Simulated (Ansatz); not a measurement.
# CrO$_{2}$: single-point calculation (part 3 of 3)

Continued. System: CrO$_{2}$ (P4₂/mnm, 6 atoms in the cell). Method: DFT PBEsol+U+J, scalar-relativistic, plane waves, PAW, U = 5 eV, J = 0.7 eV on Cr atom 1 d; U = 5 eV, J = 0.7 eV on Cr atom 2 d, spin-polarised (Ansatz 0.2.0); cutoff 420 eV, 4×4×6 k-mesh, Gaussian smearing of 0.05 eV, collinear spins. The structure derives from an entry of the Crystallography Open Database. It belongs to a series of runs on one base structure; here: natural orbitals of the symmetric run, filled by rank.

Geometry of the input (Å; fractional positions):
```
4.4210  0.0000  0.0000
0.0000  4.4210  0.0000
0.0000  0.0000  2.9170
Cr 0.0000  0.0000  0.0000
Cr 0.5000  0.5000  0.5000
O  0.3010  0.3010  0.0000
O  0.1990  0.8010  0.5000
O  0.6990  0.6990  0.0000
O  0.8010  0.1990  0.5000
```

### Log, continued
```
  k-point 2 ↑: bands = ["-62.9354", "-60.7774", "-34.4006", "-34.3860", "-34.3121", "-32.5235", "-32.4119", "-31.8479", "-8.0408", "-7.0169", "-6.8822", "-6.8739", "3.9227", "4.2218", "4.7043", "5.2076", "5.6163", "5.6903", "6.2406", "6.9297", "7.5544", "7.8349", "8.2901", "8.4078", "8.5815", "10.2174", "10.5954", "12.6926", "12.8549", "13.6060", "14.5042", "14.5842", "14.7133", "14.8616"]
  k-point 27 ↓: bands = ["-62.9325", "-60.7732", "-34.3976", "-34.3795", "-34.3510", "-32.5212", "-32.4053", "-31.8940", "-7.2092", "-7.1458", "-7.0514", "-7.0467", "3.2196", "4.0682", "4.3674", "4.8744", "5.2313", "6.0674", "6.6596", "6.8378", "8.0080", "8.0815", "8.4809", "8.5476", "9.3145", "9.7585", "10.5975", "12.2017", "13.8415", "13.9345", "14.0714", "14.3649", "14.6057", "14.9804"]
Occupation matrices written to [file]
--- Löwdin populations: 6 sites ---
  site symbol       q [e]    m [muB]
     0     Cr     12.6082     2.0258
     1     Cr     12.6082    -2.0260
     2      O      6.6326    -0.0312
     3      O      6.6326     0.0313
     4      O      6.6326    -0.0312
     5      O      6.6326     0.0313
  spilling = 0.004866 (of n_electrons = 52.000000)
--- Occupation matrices: 2 shells (run DFT+U table (all-electron-ortho-atomic); ε = 6.49e-3) ---
  Cr0 d_3D: site group D2h (mmm)
  Cr0 d_3D up     Tr n = 3.1213  λ = 0.365 0.393 0.411 0.969 0.984  [xz 0.50 B3g(1.00) | xy 0.63 Ag(1.00) | x2-y2 1.00 B1g(1.00) | xz 0.50 B2g(1.00) | z2 0.63 Ag(1.00)]
  Cr0 d_3D dn     Tr n = 1.1031  λ = 0.084 0.116 0.229 0.332 0.343  [z2 0.73 Ag(1.00) | xz 0.50 B2g(1.00) | x2-y2 1.00 B1g(1.00) | xz 0.50 B3g(1.00) | xy 0.73 Ag(1.00)]
  specified occupation → Cr0 d_3D up: matrix, ‖Δ‖_F = 0.6413, Tr Δ = -1.1213, displaced = 0.5621, d_λ = 0.6413; orbital distance = 0.0002
  specified occupation → Cr0 d_3D dn: matrix, ‖Δ‖_F = 0.5083, Tr Δ = -1.0031, displaced = 0.5015, d_λ = 0.5083; orbital distance = 0.0000
  Cr1 d_3D: site group D2h (mmm)
  Cr1 d_3D up     Tr n = 1.1030  λ = 0.084 0.116 0.229 0.332 0.343  [z2 0.73 Ag(1.00) | xz 0.50 B2g(1.00) | x2-y2 1.00 B1g(1.00) | xz 0.50 B3g(1.00) | xy 0.73 Ag(1.00)]
  Cr1 d_3D dn     Tr n = 3.1215  λ = 0.365 0.393 0.411 0.969 0.984  [xz 0.50 B3g(1.00) | xy 0.63 Ag(1.00) | x2-y2 1.00 B1g(1.00) | xz 0.50 B2g(1.00) | z2 0.63 Ag(1.00)]
  specified occupation → Cr1 d_3D up: matrix, ‖Δ‖_F = 0.5083, Tr Δ = -1.0030, displaced = 0.5015, d_λ = 0.5083; orbital distance = 0.0000
  specified occupation → Cr1 d_3D dn: matrix, ‖Δ‖_F = 0.6414, Tr Δ = -1.1215, displaced = 0.5622, d_λ = 0.6414; orbital distance = 0.0002
  Tr n, λ and their labels are of the run-group-symmetrised matrices; stabiliser: 16 of 32 elements of G0×{1,Θ} (closed), max defect 1.8e-4 at τ = 1.4e-3
```

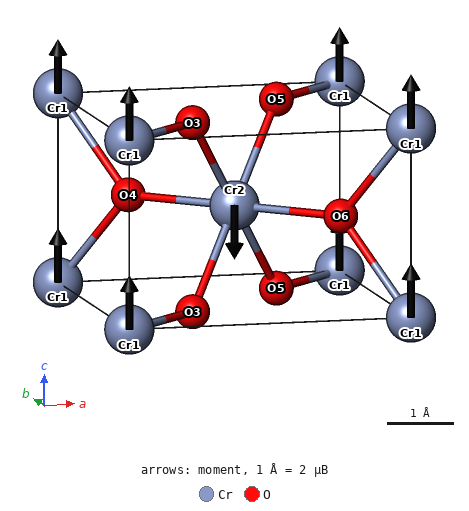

Fig. 1: Magnetic moments of the sites as black arrows (ball-and-stick view of the cell of the calculation, seen slightly off an axis; atoms are numbered from 1 in the order of the input); small moments hardly show. The run is collinear, so the axis drawn is arbitrary. Site moments: Cr2 (−1.68 μB); Cr1 (1.68 μB). They are counted near the atoms and needn't add up to the moment of the cell.

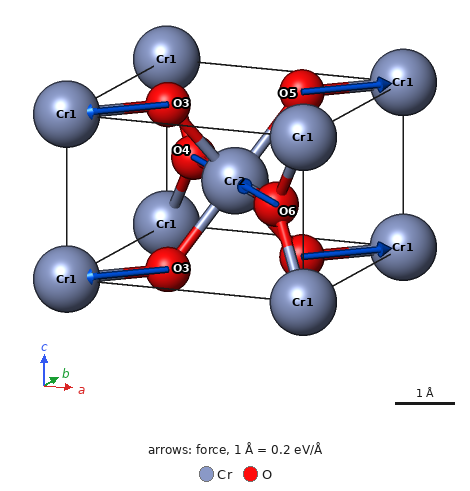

Fig. 2: Forces on the atoms as blue arrows (ball-and-stick view of the cell of the calculation, seen slightly off an axis; atoms are numbered from 1 in the order of the input). The largest act on all 4 O atoms (0.34 eV/Å). The geometry is not a stationary point of this energy.

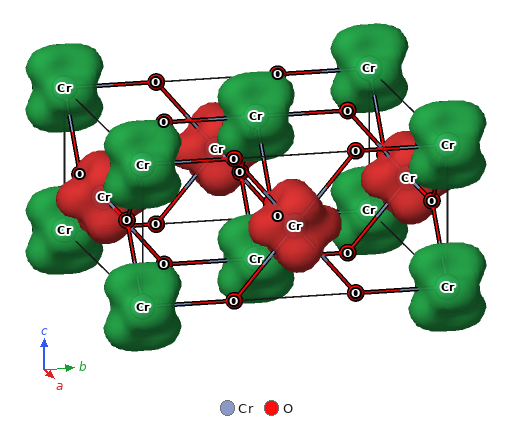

Fig. 3: Isosurfaces of the spin density at +0.2 (green) and −0.2 e/Å³ (red), seen slightly off an axis. Sticks mark near contacts. The outline is the cell set on symmetry axes of the magnetic structure. The cell of the calculation (6 atoms) carries 0.0 μB net. The fields are those of the smooth PAW valence density.

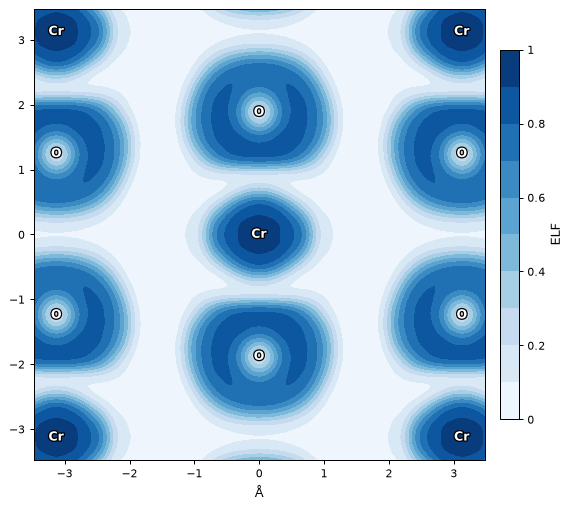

Fig. 4: Electron localisation function on the (001) plane of the conventional cell of the magnetic structure. The plane passes through Cr and O nuclei. Cr–O (1.88 Å): the ELF is about 0.20 at the midpoint (a polar contact without a shared pair, in a metal). The strong features right at Cr lie inside the PAW spheres (semicore, d or f shells) and say nothing about bonding.

### Summary

```csv
quantity,value
outcome,converged
space group (tolerance 0.01 Å),P4₂/mnm (136)
electrons treated,52
free energy,−8936.0345 eV
Fermi energy,10.265 eV
gap on the k-point mesh,none (metallic)
net moment of the cell,0.00 μB
integrated absolute moment,4.34 μB
pressure,−0.29 GPa
largest force (length of the vector),0.338 eV/Å
hardware,"4 threads of Arm Neoverse V2, 24 GiB of memory available, shared host"
wall time,5.9 s (CPU time 22 s)
peak memory,0.45 GiB
```

The electronic state found may not be the lowest one. Warnings of the run: a screening estimate came out negative during mixing.
